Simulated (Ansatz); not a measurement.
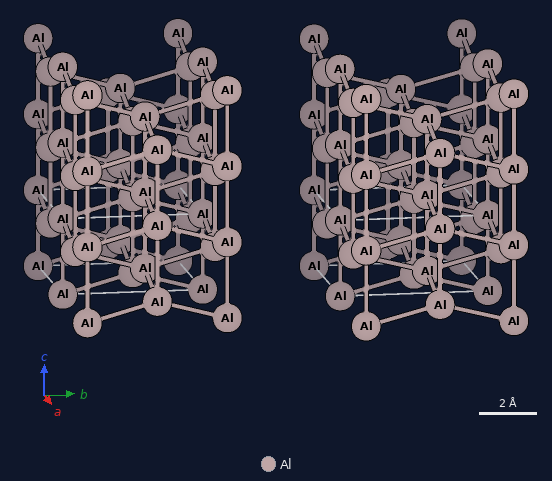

Two geometries of solid Al (built on the beta-tin_141 type) (coarse preliminary run), drawn at one scale. One is the start of a relaxation, the other its converged end. The picture is a ball-and-stick view of the conventional cell (2 times the calculation's cell), repeated 2 × 1 × 3 with one cell outlined, seen slightly off an axis. Lengths and directions refer to the drawn axes.

Theory: DFT r2SCAN, scalar-relativistic, plane waves, PAW in Ansatz 0.2.0. (plane-wave cutoff 500 eV; k-point mesh 8 × 8 × 8; occupations gaussian; smearing width 0.1 eV; no spin polarisation; cell and atoms relaxed; force threshold 0.04 eV/Å; at most 70 steps)

Question: Which geometry has the lower energy?

Answer: The right one is the relaxed one. Case: beta-tin type (I4_1/amd, No. 141). The atoms keep their places relative to the cell (all moves are under 0.005 Å). The volume changes by +11.2 %, with a = b 4.986 → 5.264 Å (+5.6 %), c 2.720 → 2.714 Å (−0.2 %). Among the contacts that change: Al–Al 2.584 → 2.718 Å, Al–Al 2.720 → 2.714 Å. The space group stays I4_1/amd (No. 141). The energy falls by 76.8 meV per atom in 3 accepted moves (4 points after the start). All forces vanish by symmetry, so only the cell relaxes. The pressure goes from 8.59 to 0.01 GPa. The SCF was repeated once at an unchanged geometry on a basis and grid sized afresh for the cell, which shifted the energy by less than 0.05 meV per atom at most.
